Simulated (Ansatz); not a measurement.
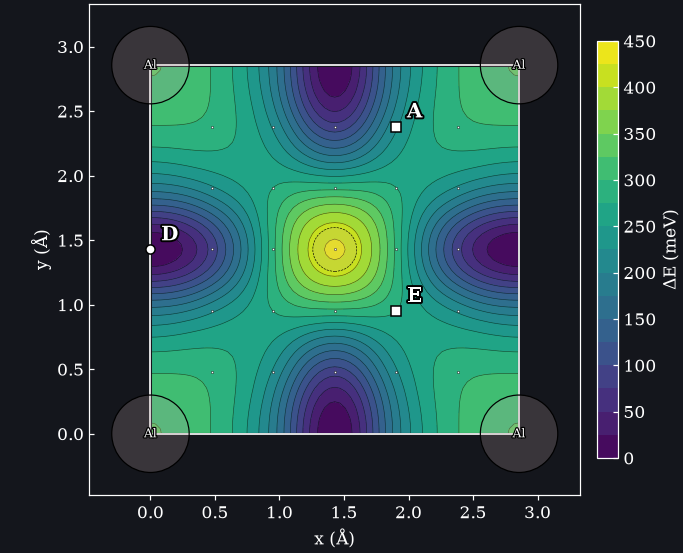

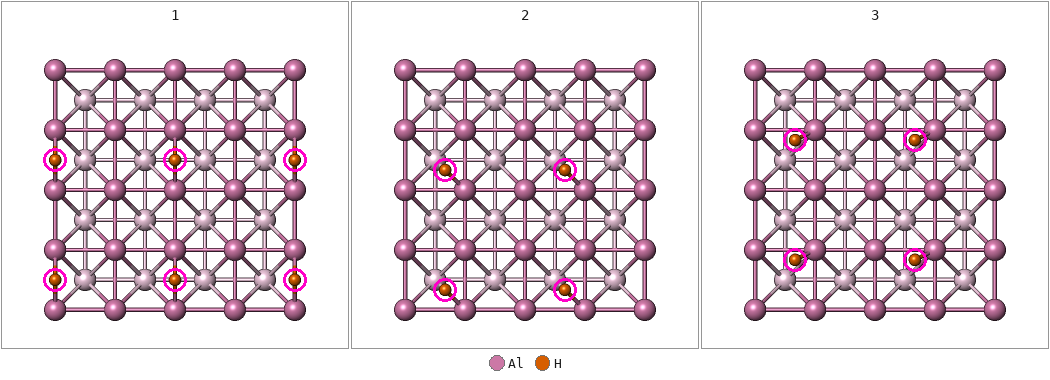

H on an Al(100) slab cut from the Fm-3m phase, its upper half relaxed before the scan (12 atoms of substrate and one adsorbate in a 2 × 2 cell). 
- H is moved over the surface cell; relaxed at each place: the height of the adsorbate's atoms; substrate rigid; the origin of the map has the adsorbate above Al9.
- Places are given modulo a cell vector. The map is drawn in real space over the plane of the surface.
- The grid has 6 × 6 points; 10 points were computed and 26 follow by symmetry.
- Places are given in fractions of the 1 × 1 surface cell.
- Energies are in meV, from the lowest grid point.
- Method: Ansatz 0.2.0, DFT PBE, scalar-relativistic, plane waves, PAW. Settings: cutoff 420 eV, k-mesh 5×5×1, gaussian smearing 0.1 eV, no spin polarisation.

Drawn: filled contours, dots at the grid points, labelled circles for the atoms of the top layer and small ones for the second layer, the outline of one cell of the plane, lettered points. Between grid points the surface is interpolated. The numbered pictures are the structures at these points, in random order. Rings mark the moved atoms.

> Which structure belongs to which point?

A is structure 3: (4/6, 5/6) of the cell vectors [nearest 1 Al at 1.65 Å], 221 meV; D is structure 1: a bridge site between two Al atoms, (0/6, 3/6) of the cell vectors, 0 meV; E is structure 2: (4/6, 2/6) of the cell vectors [nearest 1 Al at 1.71 Å], 276 meV.

PAW datasets: the set soft_1.
